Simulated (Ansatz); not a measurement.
Consider Ni.

Input file:

```
crystal:
  lattice:
    - [0.0, 1.7122918345, 1.7122918345]
    - [1.7122918345, 0.0, 1.7122918345]
    - [1.7122918345, 1.7122918345, 0.0]
  atoms:
    - { symbol: Ni, position: [0.0, 0.0, 0.0], spin: 0.78 }
basis:
  ecutwfc: 420
kpoints:
  mp_grid: { grid: [20, 20, 20] }
hamiltonian:
  xc: lda
scf:
  occupations: { method: gaussian, width: 0.1 }
output:
  forces: true
  stress: true
  eigenvalues: true
  populations: true
  write_density: true
  write_potential: true
  elf: true
  volumetric_format: npy
magnetization:
  spin_polarized: true
relax:
  adjacent_minimum: "off"
  f_tol: 0.005
  max_steps: 80
  cell: { stress_tol: 0.05 }
```

Command:

```sh
ansatz run input.yaml --threads 8 --pin off --max-ram 28672MiB --backend cpu --events-out ev --progress --plain --runs-dir out
```

Below, planes, directions and counts refer to the conventional cell (a = 3.42 Å, b = 3.42 Å, c = 3.42 Å, α = 90.00°, β = 90.00°, γ = 90.00°).

Space group Fm-3m; a structure from a database of computed crystals, not necessarily the ambient phase; spin-polarised.

These are results of DFT LDA, scalar-relativistic, plane waves, PAW (Ansatz), not measurements.

> Predict the valence pseudo-density, electron localisation function and spin density between the atoms.

Ni–Ni (2.42 Å): ρ is about 0.37 e/Å³ halfway; the ELF is about 0.25 at the midpoint; no shared electron pair shows on this line.
The spin density sits on Ni: +0.6 μB (×4) in one cell of 4 atoms: parallel main moments, as they must be, since the calculation's own cell holds one magnetic site. The cell of the calculation (1 atoms) carries 0.6 μB of net spin moment.

> Metal or insulator at this level of theory?

It is metallic or semimetallic at this level of theory: no gap opens.

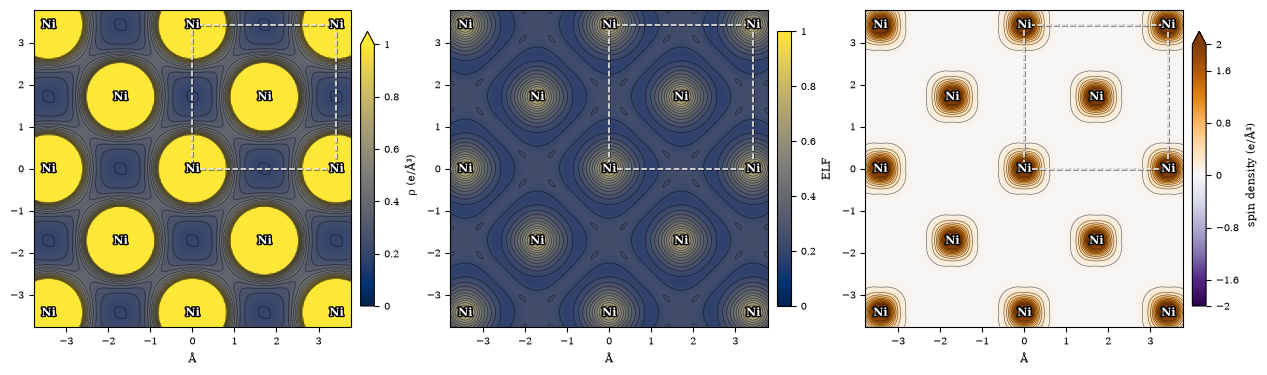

Computed valence pseudo-density, electron localisation function and spin density on the (001) plane of the conventional cell, in this order. 

Core electrons are frozen (PAW), and the valence fields are smoothed inside the atomic spheres.
